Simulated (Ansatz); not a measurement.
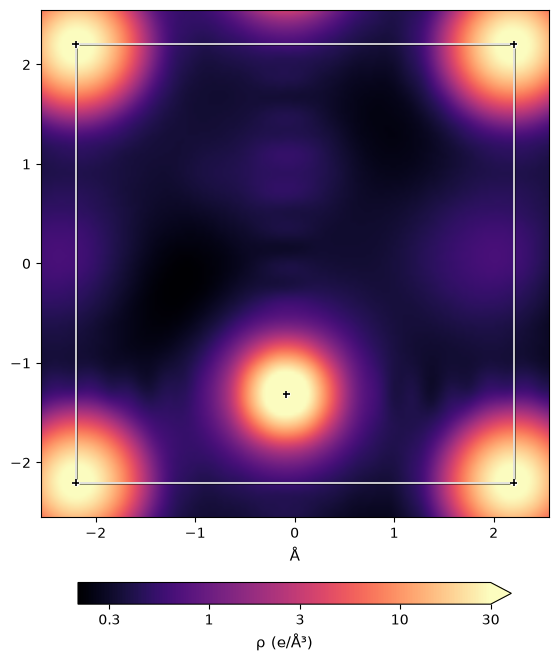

The valence pseudo-density on a plane through atoms (crosses mark nuclei in the plane).

Computed with Ansatz 0.2.0, DFT PBEsol, scalar-relativistic, plane waves, PAW.

Candidates:
A. FeGe, a = 4.40 Å, b = 4.40 Å, c = 4.40 Å, α = 90.00°, β = 90.00°, γ = 90.00°. Space group P2₁3; changed on purpose from its base cell (volume × 0.88, shape and atoms relaxed); computed pressure about 30 GPa in this cell; the program warned that a starting moment wasn't kept; spin-polarised, but the moments vanished.
B. Ti3Al5, a = 3.87 Å, b = 3.99 Å, c = 8.03 Å, α = 90.00°, β = 90.00°, γ = 90.00°. Space group Pmmm; a structure from a database of computed crystals, not necessarily the ambient phase; computed without spin polarisation.
C. Au, a = 2.94 Å, b = 5.32 Å, c = 4.70 Å, α = 90.00°, β = 90.00°, γ = 90.00°. Space group Cmcm; a structure from a database of computed crystals, not necessarily the ambient phase; changed on purpose from its base cell (strain +0.040 along x and y, -0.040 along z, atoms carried along); computed pressure about −10 GPa in this cell.

> Which system is this?

Candidate A: FeGe on the (010) plane of the conventional cell, which holds Fe and Ge. Fe–Ge (2.30 Å): ρ is about 0.53 e/Å³ halfway. Fe–Ge (2.46 Å): ρ at the midpoint is about 0.41 e/Å³.
